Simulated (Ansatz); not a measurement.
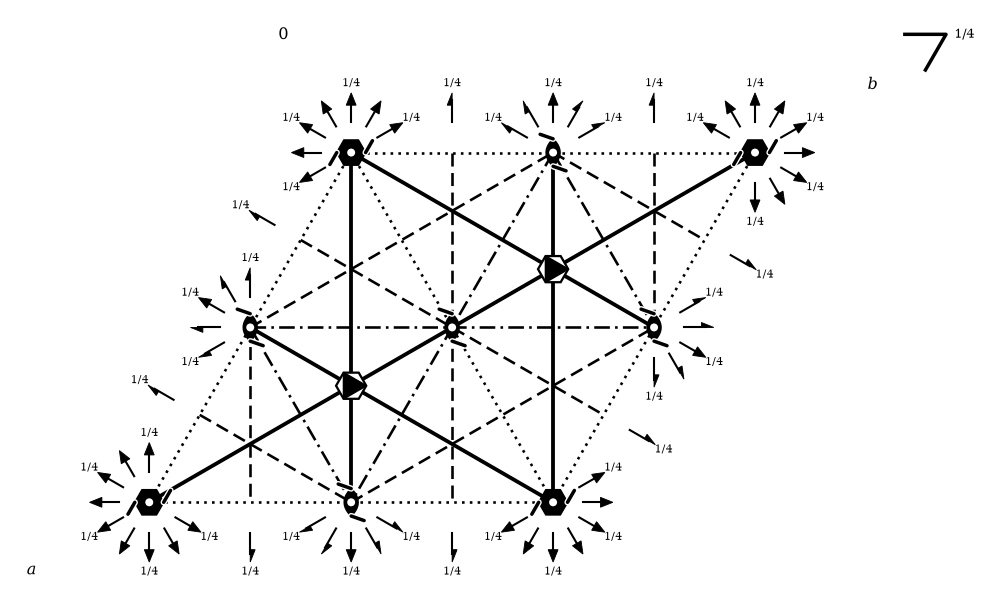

Symmetry elements of a space group, projected down c, computed from the operations of a computed or model structure of composition Hg.

Symbols follow the International Tables: origin at the upper left, the third axis towards the viewer; heavy, dashed, dotted, dash-dotted and dash-dot-dot lines are mirror, in-plane glide, out-of-plane glide, diagonal (n; with arrows d) and double (e) glide planes seen edge on; arrows at the rim are 2 (full head) and 2₁ (half head) axes in the plane; the corner sign is a plane parallel to the page; fractions are heights. Handed screw axes carry their printed symbol instead of tails.

Which space group is it?

P6_3/mmc, No. 194; primitive hexagonal, point group 6/mmm, 24 general positions a cell.

List the elements shown.

−6 axes along c at (1/3, 2/3), (2/3, 1/3); 6₃ axes along c at (0, 0); 2₁ axes along c at (0, 1/2), (1/2, 0), (1/2, 1/2); inversion centres at (0, 0), (0, 1/2), (1/2, 0), (1/2, 1/2); mirror planes holding c and [1 2 0] or [2 1 0] or [−1 1 0]; in-plane glide planes holding c and [1 2 0] or [2 1 0] or [−1 1 0]; c glide planes normal to a*, at x = 0; n glide planes normal to a*, at x = 1/2; c glide planes normal to b*, at y = 0; n glide planes normal to b*, at y = 1/2; c glide planes holding c and [1 1 0]; diagonal glide planes holding c and [1 1 0]; a mirror plane normal to c at height 1/4; 2 axes along [1 1 0] at height 0; 2 axes along [1 2 0] at height 1/4; 2 axes along [2 1 0] at height 1/4; 2 axes along [−1 1 0] at height 1/4; 2 axes along a at height 0; 2 axes along b at height 0; 2₁ axes along [1 1 0] at height 0; 2₁ axes along [1 2 0] at height 1/4; 2₁ axes along [2 1 0] at height 1/4; 2₁ axes along [−1 1 0] at height 1/4; 2₁ axes along a at height 0; 2₁ axes along b at height 0. Heights repeat every half period; positions are (a, b) fractions, modulo 1.

Write the general positions (in any order).

x, y, z; −x, −y, −z; x−y, x, z+1/2; −x+y, −x, −z+1/2; −y, x−y, z; y, −x+y, −z; −x, −y, z+1/2; x, y, −z+1/2; −x+y, −x, z; x−y, x, −z; y, −x+y, z+1/2; −y, x−y, −z+1/2; −y, −x, −z+1/2; y, x, z+1/2; −x, −x+y, −z; x, x−y, z; −x+y, y, −z+1/2; x−y, −y, z+1/2; y, x, −z; −y, −x, z; x, x−y, −z+1/2; −x, −x+y, z+1/2; x−y, −y, −z; −x+y, y, z
